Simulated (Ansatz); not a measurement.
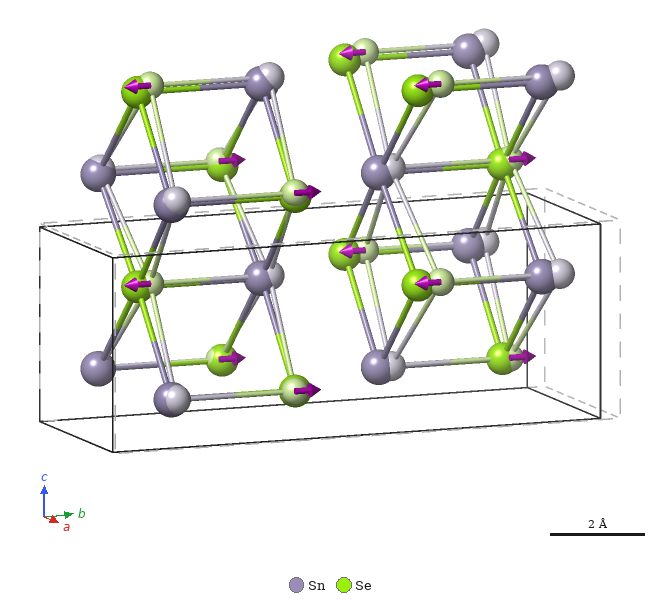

A symmetric starting cell of SnSe, drawn pale, and a changed version of it, drawn solid. The purple arrows show how the atoms are displaced (without the part that the change of the cell carries along), magnified 3 times. Besides, the cell is strained by −1.9 % along c, −3.3 % along a, −3.5 % along b (volume −8.3 %). Style: ball-and-stick. Shown: the conventional cell (2 times the calculation's cell), repeated 1 × 1 × 2 with one cell outlined, slightly off an axis. Lengths and directions refer to the drawn axes.

All numbers below come from Ansatz, DFT PBEsol, scalar-relativistic, plane waves, PAW. Set-up: plane-wave cutoff 420 eV; k-point mesh 8 × 8 × 6; occupations gaussian; smearing width 0.02 eV; no spin polarisation.

**Describe the displacements and the computed response.**

The Se atoms are displaced by 0.20 Å relative to the cell. No relaxation follows. The starting cell wasn't computed here and needn't be at equilibrium, so pressure and forces aren't due to the change alone. The pressure is −0.2 GPa (not all of it need come from the change, since the unchanged cell can be under pressure at this level too). The principal stresses (compression positive) are 0.4 GPa along c, 0.3 GPa along a, −1.3 GPa along b. The largest forces, 0.71 eV/Å, act on 2 Se atoms of the calculation's cell. The forces mostly point back along the displacements (cosine −0.81). Near-neighbour distances before and after: Se–Sn 2.762 → 2.869 Å, Se–Sn 3.063 → 2.973 Å. The space group stays Cmcm (No. 63).
